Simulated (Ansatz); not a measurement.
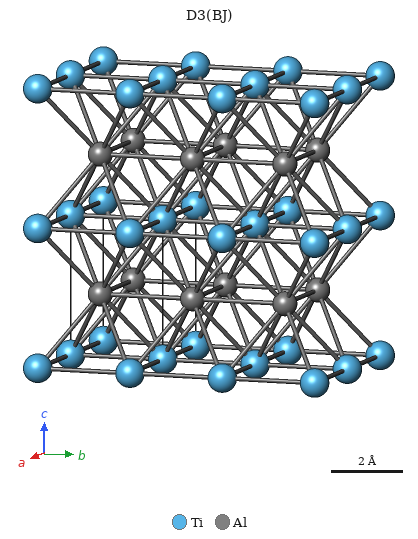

Crystalline TiAl (set up in P4/mmm), relaxed (cell and atoms) with several dispersion corrections. The picture shows the result with D3(BJ). Style: ball-and-stick. Shown: the cell of the calculation, repeated 2 × 3 × 2 with one cell outlined, slightly off an axis.

Computed with Ansatz 0.2.0: PBEsol, Ansatz PAW. (plane-wave cutoff 420 eV; k-point mesh 9 × 9 × 7; occupations fermi-dirac; smearing width 0.05 eV; no spin polarisation; cell and atoms relaxed; force threshold 0.01 eV/Å)

```csv
dispersion correction,volume (Å³/atom),a (Å),c (Å)
D3(BJ),15.151,2.759,3.982
none,15.790,2.796,4.041
D3(BJ)-ATM,15.261,2.765,3.992
D4,?,?,?
```

Question: One row is withheld. What does the calculation give there?

Answer: With D4 the volume falls between D3(BJ)-ATM (15.261) and none (15.790). The calculation gives 15.572 Å³/atom (a = 2.784 Å, c = 4.018 Å). In order of volume: D3(BJ) < D3(BJ)-ATM < D4 < none; the spread is 4.2 %.
